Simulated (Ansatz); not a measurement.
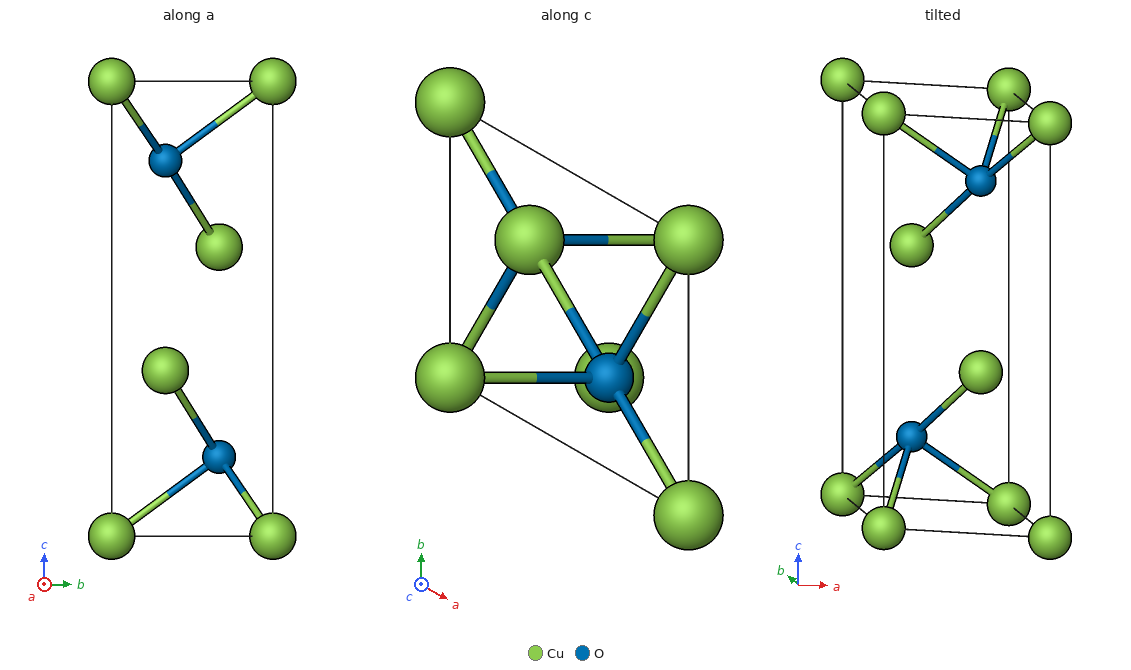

Drawn in the ball-and-stick manner and seen along the a axis, along the c axis and slightly off an axis. The conventional unit cell is drawn as a box.

### Formula?

Cu3O2. The cell holds 3 Cu, 2 O, counting shared atoms by their share.

### Give the crystal system and centring.

Primitive hexagonal lattice; the crystal system is trigonal.

### What is the topology of the bonding, in broad terms?

The bonds build Cu3O2 layers parallel to (001).

It derives from a textbook structure type filled with these elements (whether it is the usual form wasn't checked). The picture shows the end point of a geometry optimisation with DFT PBE, scalar-relativistic, plane waves, PAW (Ansatz).
